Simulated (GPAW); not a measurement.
# SiC (F-43m): refractive index against wavelength

The refractive index of SiC (F-43m) below the direct gap (4.54 eV on the mesh) is read from one computed spectrum, n = √(Re ε).

The structure is cubic, space group F-43m (No. 216). Conventional cell: a = 4.358 Å, b = 4.358 Å, c = 4.358 Å, α = 90.00°, β = 90.00°, γ = 90.00°. Si on site a has 4 C at 1.89 Å as nearest neighbours. C on site c is surrounded by 4 Si at 1.89 Å.

Method: GPAW 26.7.0, PBE, RPA, k-mesh 16×16×16, local fields up to 70 eV, Lorentzian half width 0.12 eV.

Launch of the response step: `OMP_NUM_THREADS=1 python df.py`. The run took 43 s, its band step included, on 1 thread of Arm Neoverse V1, with other jobs on the host.

```
wavelength (nm)  photon energy E (eV)       n
           1064                 1.165  2.6028
            850                 1.459  2.6192
            700                 1.771  2.6416
            633                 1.959  2.6577
            532                 2.331  2.6962
            450                 2.755  2.7530
            405                 3.061       ?
```

In the single-oscillator model n² − 1 = E₀E_d/(E₀² − E²), so 1/(n² − 1) = E₀/E_d − E²/(E₀E_d) is linear in E².

Working, on the rows shown:

| x = E² (eV²) | y = 1/(n² − 1) |
| --- | --- |
| 1.35784 | 0.173173 |
| 2.12762 | 0.170642 |
| 3.13716 | 0.167279 |
| 3.83641 | 0.164925 |
| 5.43137 | 0.159502 |
| 7.59115 | 0.151999 |

Means: x̄ = 3.9136, ȳ = 0.16459. Σ(x − x̄)(y − ȳ) = -0.08889, Σ(x − x̄)² = 26.16. Slope = -0.08889 / 26.16 = -0.003398; intercept = ȳ − slope · x̄ = 0.17789. Turned back into n, the line misses the rows shown by at most 0.00072.

Q: Fill in the last column of the withheld row.

A: At x = 9.3718 the line gives y = 0.14604, that is 2.8013. The run gave 2.8047, so the extrapolation is off by 0.0034, 1.7 % of the range in the table.

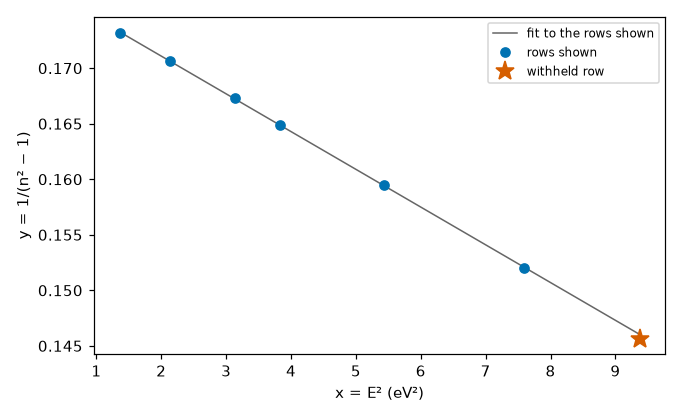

Refitted with all rows, the slope is -0.003434 and the intercept 0.178. These give E₀ = √(intercept/−slope) = 7.20 eV and E_d = E₀/intercept = 40.4 eV; E₀ is 1.6 times the direct gap. The electronic limit at long wavelengths, without lattice vibrations, is n = √(1 + 1/intercept) = 2.573. Excitons are left out; PBE gaps are as a rule too small. The values come from a sum over the points of one k-mesh and carry its error, which grows as the direct gap shrinks. The local-field cutoff holds few shells of reciprocal vectors for this small cell, so ε∞ can read a few per cent high.

[Logs are printed without paths, hosts, clocks, repeated set-up lines and the standing remarks that a program may print on its own settings, such as how far it seeks lower states.]
